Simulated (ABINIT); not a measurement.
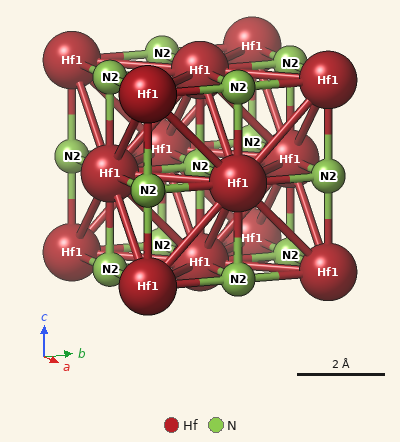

Figure 1. The structure as given in the input (ball-and-stick view of the cell 4 times as large as that of the calculation, set on its symmetry axes, seen slightly off an axis; atoms are numbered from 1 in the order of the input). Near neighbours in the crystal (not all of them lie inside the picture): Hf has 12 Hf at 3.19 Å and 6 N at 2.26 Å; N has 6 Hf at 2.26 Å.

**Positron calculation, with input and output: HfN (part 1 of 2)**

System: HfN (Fm-3m, 2 atoms in the cell).
Method: Kohn-Sham DFT of a periodic cell, PBE, JTH PAW PBE v2.0, no spin polarisation (ABINIT 10.8.3).

The structure derives from an entry of the Crystallography Open Database.

## Input file
```
ndtset 2

pp_dirpath "./"
pseudos "Hf.GGA_PBE-JTH.xml, N.GGA_PBE-JTH.xml"

acell 3*1.0 Angstrom
rprim
     0.0000000000     2.2560000000     2.2560000000
     2.2560000000     0.0000000000     2.2560000000
     2.2560000000     2.2560000000     0.0000000000
ntypat 2
znucl 72 7
natom 2
typat 1 2
xred
            0.0            0.0            0.0
            1/2            1/2            1/2

ecut 598.650497 eV
pawecutdg 44.0

ixc 11

nstep 80

iomode 3
prteig 0
prtebands 0
prtwf 0

kptopt1 1
ngkpt1 7 7 7
nshiftk1 1
shiftk1 0.0 0.0 0.0
nband1 13
occopt1 3
tsmear1 0.05 eV
tolvrs1 1.0e-10
prtden1 1

positron2 1
ixcpositron2 31
getden2 1
kptopt2 0
nkpt2 1
kpt2 0.0 0.0 0.0
nband2 1
occopt2 2
occ2 1.0
posocc2 1.0
toldfe2 1.0e-7
nline2 10
nnsclo2 2
optforces2 0
optstress2 0
prtden2 0
```

Command:
```bash
abinit run.abi > log 2>&1
```

## Log
```
.Version 10.8.3 of ABINIT
 DATASET    1 : space group Fm -3 m (#225); Bravais cF (face-center cubic)
================================================================================
 Values of the parameters that define the memory need for DATASET  1.
     intxc =       0    ionmov =       0      iscf =      17    lmnmax =      18
     lnmax =       6     mgfft =      27  mpssoang =       3    mqgrid =    3001
     natom =       2  nloc_mem =       2    nspden =       1   nspinor =       1
    nsppol =       1      nsym =      48    n1xccc =       1    ntypat =       2
    occopt =       3   xclevel =       2
       mpw =         771          nfft =       19683          nkpt =          20
 PAW method is used; the additional fine FFT grid is defined by:
   mgfftf=        40    nfftf =     64000
================================================================================
================================================================================

 DATASET    2 : space group Fm -3 m (#225); Bravais cF (face-center cubic)
================================================================================
 Values of the parameters that define the memory need for DATASET  2.
     intxc =       0    ionmov =       0      iscf =      17    lmnmax =      18
     lnmax =       6     mgfft =      27  mpssoang =       3    mqgrid =    3001
     natom =       2  nloc_mem =       2    nspden =       1   nspinor =       1
    nsppol =       1      nsym =      48    n1xccc =       1    ntypat =       2
    occopt =       2   xclevel =       2
       mpw =         375          nfft =       19683          nkpt =           1
 PAW method is used; the additional fine FFT grid is defined by:
   mgfftf=        40    nfftf =     64000
================================================================================
================================================================================

--------------------------------------------------------------------------------
------------- Echo of variables that govern the present computation ------------
--------------------------------------------------------------------------------
 -outvars: echo values of preprocessed input variables --------
            acell      1.8897261259E+00  1.8897261259E+00  1.8897261259E+00 Bohr
              amu      1.78490000E+02  1.40067400E+01
             ecut      2.20000000E+01 Hartree
           getden1          0
           getden2          1
              ixc          11
      ixcpositron1          1
      ixcpositron2         31
           jdtset        1    2
           kptopt1          1
           kptopt2          0
         kptrlatt        7    0    0      0    7    0      0    0    7
          kptrlen1     4.22037460E+01
          kptrlen2     3.00000000E+01
            natom           2
            nband1         13
            nband2          1
           ndtset           2
            ngfft          27      27      27
          ngfftdg          40      40      40
             nkpt1         20
             nkpt2          1
            nline1          4
            nline2         10
           nnsclo1          0
           nnsclo2          2
            nstep          80
             nsym          48
           ntypat           2
           occopt1          3
           occopt2          2
        optforces1          2
        optforces2          0
        optstress1          1
        optstress2          0
        pawecutdg      4.40000000E+01 Hartree
         positron1          0
         positron2          1
           prtden1          1
           prtden2          0
        prtebands           0
           prteig           0
            prtwf           0
            rprim      0.0000000000E+00  2.2560000000E+00  2.2560000000E+00
                       2.2560000000E+00  0.0000000000E+00  2.2560000000E+00
                       2.2560000000E+00  2.2560000000E+00  0.0000000000E+00
           shiftk1     0.00000000E+00  0.00000000E+00  0.00000000E+00
           shiftk2     5.00000000E-01  5.00000000E-01  5.00000000E-01
          spgroup         225
           toldfe1     0.00000000E+00 Hartree
           toldfe2     1.00000000E-07 Hartree
           tolvrs1     1.00000000E-10
           tolvrs2     0.00000000E+00
           tsmear1     1.83746611E-03 Hartree
           tsmear2     1.00000000E-02 Hartree
            typat      1  2
           useylm           1
           xangst      0.0000000000E+00  0.0000000000E+00  0.0000000000E+00
                       2.2560000000E+00  2.2560000000E+00  2.2560000000E+00
            xcart      0.0000000000E+00  0.0000000000E+00  0.0000000000E+00
                       4.2632221400E+00  4.2632221400E+00  4.2632221400E+00
             xred      0.0000000000E+00  0.0000000000E+00  0.0000000000E+00
                       5.0000000000E-01  5.0000000000E-01  5.0000000000E-01
            znucl       72.00000    7.00000

================================================================================

 chkinp: Checking input parameters for consistency, jdtset=   1.

 chkinp: Checking input parameters for consistency, jdtset=   2.

================================================================================
== DATASET  1 ==================================================================

--- !DatasetInfo
iteration_state: {dtset: 1, }
dimensions: {natom: 2, nkpt: 20, mband: 13, nsppol: 1, nspinor: 1, nspden: 1, mpw: 771, }
cutoff_energies: {ecut:  22.0, pawecutdg:  44.0, }
electrons: {nelect:   1.70000000E+01, charge:   0.00000000E+00, occopt:   3.00000000E+00, tsmear:   1.83746611E-03, }
meta: {optdriver: 0, ionmov: 0, optcell: 0, iscf: 17, paral_kgb: 0, }
...

 Exchange-correlation functional for the present dataset will be:
  GGA: Perdew-Burke-Ernzerhof functional - ixc=11
  J.P.Perdew, K.Burke, M.Ernzerhof, PRL 77, 3865 (1996)

 Real(R)+Recip(G) space primitive vectors, cartesian coordinates (Bohr,Bohr^-1):
 R(1)=  0.0000000  4.2632221  4.2632221  G(1)= -0.1172822  0.1172822  0.1172822
 R(2)=  4.2632221  0.0000000  4.2632221  G(2)=  0.1172822 -0.1172822  0.1172822
 R(3)=  4.2632221  4.2632221  0.0000000  G(3)=  0.1172822  0.1172822 -0.1172822
 Unit cell volume ucvol=  1.5496866E+02 bohr^3
 Angles (23,13,12)=  6.00000000E+01  6.00000000E+01  6.00000000E+01 degrees

 Coarse grid specifications (used for wave-functions):

 getcut: wavevector=  0.0000  0.0000  0.0000  ngfft=  27  27  27
         ecut(hartree)=     22.000   => boxcut(ratio)=   2.04543

 Fine grid specifications (used for densities):

 getcut: wavevector=  0.0000  0.0000  0.0000  ngfft=  40  40  40
         ecut(hartree)=     44.000   => boxcut(ratio)=   2.22185

 getcut : COMMENT -
  Note that boxcut > 2.2 ; recall that boxcut=Gcut(box)/Gcut(sphere) = 2
  is sufficient for exact treatment of convolution.
  Such a large boxcut is a waste : you could raise ecut
  e.g. ecut=   54.303000 Hartrees makes boxcut=2

--- Pseudopotential description ------------------------------------------------
- pspini: atom type   1  psp file is ./Hf.GGA_PBE-JTH.xml
 Pseudopotential format is: paw10
 basis_size (lnmax)=  6 (lmn_size= 18), orbitals=   0   0   1   1   2   2
 Spheres core radius: rc_sph= 2.41119446
 Shapefunction is SIN type: shapef(r)=[sin(pi*r/rshp)/(pi*r/rshp)]**2
 Radius for shape functions =  2.41119446
 Compensation charge density is not taken into account in XC energy/potential

- pspini: atom type   2  psp file is ./N.GGA_PBE-JTH.xml
 Pseudopotential format is: paw10
 basis_size (lnmax)=  4 (lmn_size=  8), orbitals=   0   0   1   1
 Spheres core radius: rc_sph= 1.20497474
 Shapefunction is SIN type: shapef(r)=[sin(pi*r/rshp)/(pi*r/rshp)]**2
 Radius for shape functions =  1.00243812
 Compensation charge density is not taken into account in XC energy/potential

   1.63067352E+03                                ecore*ucvol(ha*bohr**3)
--------------------------------------------------------------------------------

================================================================================

--- !BeginCycle
iteration_state: {dtset: 1, }
solver: {iscf: 17, nstep: 80, nline: 4, wfoptalg: 10, }
tolerances: {tolvrs: 1.00E-10, }
...

     iter   Etot(hartree)      deltaE(h)  residm     nres2
 ETOT  1  -59.182287970650    -5.918E+01 2.791E+00 6.172E+00
 ETOT  2  -60.202773354072    -1.020E+00 1.191E-01 6.706E+00
 ETOT  3  -60.190391887660     1.238E-02 2.977E-02 6.885E-01
 ETOT  4  -60.190268657644     1.232E-04 5.265E-03 6.857E-01
 ETOT  5  -60.189704568197     5.641E-04 2.236E-03 1.934E-03
 ETOT  6  -60.189721018354    -1.645E-05 9.268E-04 1.217E-04
 ETOT  7  -60.189721600093    -5.817E-07 5.111E-04 2.658E-04
 ETOT  8  -60.189721274973     3.251E-07 2.088E-04 6.915E-06
 ETOT  9  -60.189721280839    -5.865E-09 1.597E-04 3.918E-06
 ETOT 10  -60.189721278260     2.578E-09 7.097E-05 4.672E-07
 ETOT 11  -60.189721278509    -2.482E-10 5.601E-05 7.226E-07
 ETOT 12  -60.189721277913     5.952E-10 2.521E-05 2.452E-08
 ETOT 13  -60.189721277900     1.308E-11 2.020E-05 2.175E-09
 ETOT 14  -60.189721277898     2.252E-12 1.193E-05 2.789E-11

 At SCF step   14       nres2   =  2.79E-11 < tolvrs=  1.00E-10 =>converged.

 Cartesian components of stress tensor (hartree/bohr^3)
  sigma(1 1)= -1.11394504E-04  sigma(3 2)=  0.00000000E+00
  sigma(2 2)= -1.11394504E-04  sigma(3 1)=  0.00000000E+00
  sigma(3 3)= -1.11394504E-04  sigma(2 1)=  0.00000000E+00

--- !ResultsGS
iteration_state: {dtset: 1, }
comment   : Summary of ground state results
lattice_vectors:
- [  0.0000000,   4.2632221,   4.2632221, ]
- [  4.2632221,   0.0000000,   4.2632221, ]
- [  4.2632221,   4.2632221,   0.0000000, ]
lattice_lengths: [   6.02911,    6.02911,    6.02911, ]
lattice_angles: [ 60.000,  60.000,  60.000, ] # degrees, (23, 13, 12)
lattice_volume:   1.5496866E+02
convergence: {deltae:  2.252E-12, res2:  2.789E-11, residm:  1.193E-05, diffor: null, }
etotal    :  -6.01897213E+01
entropy   :   0.00000000E+00
fermie    :   9.95425708E-02
cartesian_stress_tensor: # hartree/bohr^3
- [ -1.11394504E-04,   0.00000000E+00,   0.00000000E+00, ]
- [  0.00000000E+00,  -1.11394504E-04,   0.00000000E+00, ]
- [  0.00000000E+00,   0.00000000E+00,  -1.11394504E-04, ]
pressure_GPa:   3.2773E+00
xred      :
- [  0.0000E+00,   0.0000E+00,   0.0000E+00, Hf]
- [  5.0000E-01,   5.0000E-01,   5.0000E-01,  N]
cartesian_forces: # hartree/bohr
- [ -0.00000000E+00,  -0.00000000E+00,  -0.00000000E+00, ]
- [ -0.00000000E+00,  -0.00000000E+00,  -0.00000000E+00, ]
force_length_stats: {min:   0.00000000E+00, max:   0.00000000E+00, mean:   0.00000000E+00, }
...

 Integrated electronic density in atomic spheres:
 ------------------------------------------------
 Atom  Sphere_radius  Integrated_density
    1        2.41119          9.68411961
    2        1.20497          2.57768213

================================================================================

 ----iterations are completed or convergence reached----

 Mean square residual over all n,k,spin=   11.551E-08; max=  11.928E-06
 reduced coordinates (array xred) for    2 atoms
       0.000000000000      0.000000000000      0.000000000000
       0.500000000000      0.500000000000      0.500000000000
 rms dE/dt=  0.0000E+00; max dE/dt=  0.0000E+00; dE/dt below (all hartree)
    1       0.000000000000      0.000000000000      0.000000000000
    2       0.000000000000      0.000000000000      0.000000000000
```
